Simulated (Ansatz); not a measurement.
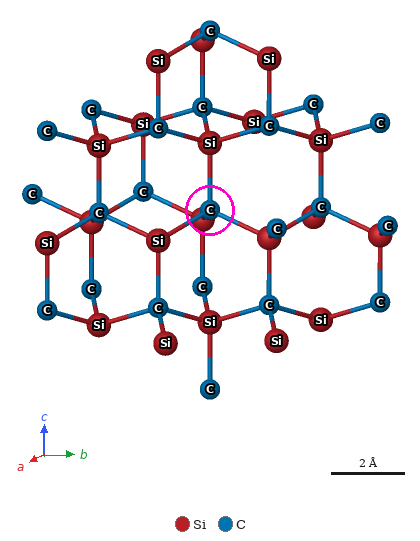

Perfect SiC. A ball-and-stick model of the atoms within 5.4 Å of one point, in a slice 5.0 Å thick across the line of sight, seen slightly off an axis.

These are results of DFT, PBEsol, PAW, plane waves (Ansatz 0.2.0), not measurements. Settings: plane-wave cutoff 420 eV; k-point mesh 1 × 1 × 1; mesh shifted by (0.25, 0.25, 0.25); no spin polarisation. Fermi-Dirac smearing of 0.01 eV. The axes drawn are those of the host's conventional cell.

A carbon atom is taken out (a vacancy) at the ringed place, in charge state 0. The supercell has 96 sites, and the atoms are relaxed at the host's cell.

**How do the neighbours respond?**

Around the empty C site the host had 4 Si at 1.89 Å; after relaxation the nearest atoms are 4 Si at 1.79 to 1.85 Å. Of the host's atoms, a silicon atom moves furthest from its site, by 0.22 Å.

The relaxed defect, seen from the same direction:

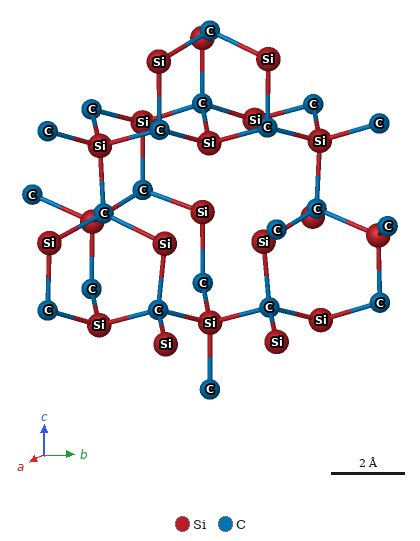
